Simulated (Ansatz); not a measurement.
Input file:

```
crystal:
  lattice:
    - [3.2184289061, -5.5744823859, -5.2430304973]
    - [-6.4368578122, 0.0, -5.2430304973]
    - [3.2184289061, 5.5744823859, -5.2430304973]
  atoms:
    - { symbol: Ga, position: [0.0018406958, 0.1682631956, 0.8357684636] }
    - { symbol: Ga, position: [0.6639848904, 0.3342087241, 0.0007194662] }
    - { symbol: Ga, position: [0.1667963215, 0.8304434243, 0.0016862706] }
    - { symbol: Ga, position: [0.1677955568, 0.3331916242, 0.4979378936] }
    - { symbol: Ga, position: [0.8329365922, 0.0010383322, 0.1680082883] }
    - { symbol: Ga, position: [0.5000587582, 0.6652483304, 0.8355116246] }
    - { symbol: Ga, position: [0.8346630033, 0.5005398642, 0.6668935128] }
    - { symbol: Ga, position: [0.4988533973, 0.1680375891, 0.3339387978] }
    - { symbol: Ga, position: [0.3341265793, -0.0006274952, 0.6685213533] }
    - { symbol: Ga, position: [0.0016288991, 0.6664843265, 0.3327305552] }
    - { symbol: Ga, position: [0.6666059652, 0.8330080345, 0.5004910326] }
    - { symbol: Ga, position: [0.6652103463, 0.4996507587, 0.3329128954] }
    - { symbol: Ga, position: [0.333223828, 0.1675747813, 0.0026414311] }
    - { symbol: Ga, position: [0.0011616735, 0.3351476896, 0.1671141754] }
    - { symbol: Ga, position: [0.4989824194, 0.8315750388, 0.1671468618] }
    - { symbol: Ga, position: [0.4999063703, 0.3333289401, 0.6676434431] }
    - { symbol: Ga, position: [0.1669460333, 0.0001706921, 0.3337734825] }
    - { symbol: Ga, position: [0.8337542542, 0.6662927947, 0.0008353162] }
    - { symbol: Ga, position: [0.1687866367, 0.4996301195, 0.8351283227] }
    - { symbol: Ga, position: [0.8330233926, 0.1671128884, 0.5012242687] }
    - { symbol: Ga, position: [0.6673118771, -0.0005616842, 0.8346084837] }
    - { symbol: Ga, position: [0.3332769978, 0.6654179025, 0.4990926906] }
    - { symbol: Ga, position: [0.0007212457, 0.8337407956, 0.6669336476] }
    - { symbol: "N", position: [0.5412812658, 0.7076778538, 0.3751595645] }
    - { symbol: "N", position: [0.1954938217, 0.3618694973, 0.0294279738] }
    - { symbol: "N", position: [0.87454759, 0.5426227158, 0.2087776838] }
    - { symbol: "N", position: [0.3748891093, 0.0409319568, 0.2100868534] }
    - { symbol: "N", position: [0.3762269063, 0.54127458, 0.7084127938] }
    - { symbol: "N", position: [0.0403435951, 0.2071687216, 0.3749714808] }
    - { symbol: "N", position: [0.7090002783, 0.8743860131, 0.042506795] }
    - { symbol: "N", position: [0.0407523534, 0.7074863605, 0.8742577317] }
    - { symbol: "N", position: [0.7080268197, 0.375024882, 0.5429526117] }
    - { symbol: "N", position: [0.5410573135, 0.2067544108, 0.874653476] }
    - { symbol: "N", position: [0.208615435, 0.8754304498, 0.5418774039] }
    - { symbol: "N", position: [0.875233702, 0.0416536191, 0.7091384965] }
    - { symbol: "N", position: [0.5602852435, 0.362653248, 0.2122729473] }
    - { symbol: "N", position: [0.2078714531, 0.0394177083, 0.8747593332] }
    - { symbol: "N", position: [0.872982618, 0.2072823808, 0.0417726905] }
    - { symbol: "N", position: [0.378320937, 0.7266300348, 0.0301435884] }
    - { symbol: "N", position: [0.3745325733, 0.2070798473, 0.5426867778] }
    - { symbol: "N", position: [0.040669455, 0.8752302212, 0.2084121025] }
    - { symbol: "N", position: [0.7088025372, 0.5409325464, 0.8745873794] }
    - { symbol: "N", position: [0.0409018818, 0.3742835953, 0.7069384524] }
    - { symbol: "N", position: [0.7081002153, 0.0398692313, 0.3766278237] }
    - { symbol: "N", position: [0.5427312325, 0.8744978083, 0.7073535386] }
    - { symbol: "N", position: [0.1962498431, 0.5447535228, 0.3941567808] }
    - { symbol: "N", position: [0.8734872571, 0.7091477458, 0.5419973768] }
  host:
    lattice:
      - [3.2184289061, 0.0, 0.0]
      - [-1.6092144531, 2.787241193, 0.0]
      - [0.0, 0.0, 5.2430304973]
    atoms:
      - { symbol: Ga, position: [0.3333333333, 0.6666666667, -0.0008683118] }
      - { symbol: Ga, position: [0.6666666667, 0.3333333333, 0.4991316882] }
      - { symbol: "N", position: [0.3333333333, 0.6666666667, 0.3758683118] }
      - { symbol: "N", position: [0.6666666667, 0.3333333333, 0.8758683118] }
total_charge: -1
basis:
  ecutwfc: 420
  xc_grid: 2
kpoints:
  mp_grid: { grid: [2, 2, 2], shift: [0.5, 0.5, 0.5] }
hamiltonian:
  xc: pbe
scf:
  occupations: { method: gaussian, width: 0.01 }
output:
  forces: true
  stress: false
  eigenvalues: true
  charged_corrections:
    defect_position: [0.33362277, 0.50028944, 0.1669561]
    epsilon: [[10.4942, 0.0, 0.0], [0.0, 10.4942, 0.0], [0.0, 0.0, 11.6904]]
  write_density: true
  write_potential: true
  elf: true
  volumetric_format: npy
relax:
  adjacent_minimum: "off"
  f_tol: 0.025
  max_steps: 60
```

Launched as:

```sh
ansatz run input.yaml --threads 8 --pin off --max-ram 22528MiB --backend cpu --events-out ev --progress --plain --runs-dir out
```

The fields are those of the relaxed geometry.

The calculation used DFT PBE, scalar-relativistic, plane waves, PAW (Ansatz 0.2.0).

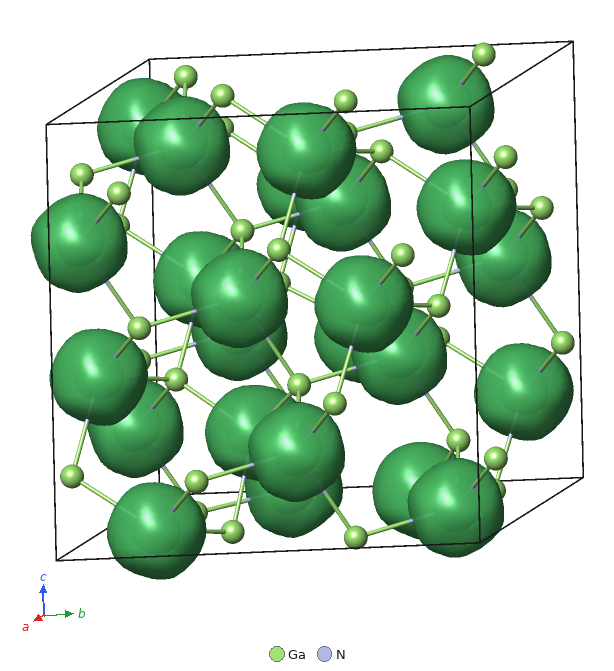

Ga23N24 (cell charge −1, with a compensating background) (cell with a defect). Isosurface of the ELF at 0.7 (green), seen slightly off an axis. Only the valence region is drawn (cores and ρ < 0.01 e/Å³ removed). Sticks mark near contacts.

Core electrons are frozen (PAW), and the valence fields are smoothed inside the atomic spheres.

Identify the bonds, lone pairs and shells in this picture.

At this value the surface marks out 24 regions wrapped around N (the valence shell of each), counted in one cell of 47 atoms. Regions shared between cells count once.

Values along the shortest contacts:
Ga–N (1.89 Å): the ELF peaks at about 0.85 in the valence shell of N, 0.6 Å from its nucleus, and is about 0.50 at the midpoint. Ga–N (1.95 Å): the ELF peaks at about 0.85 in the valence shell of N, 0.7 Å from its nucleus, and is about 0.45 at the midpoint.
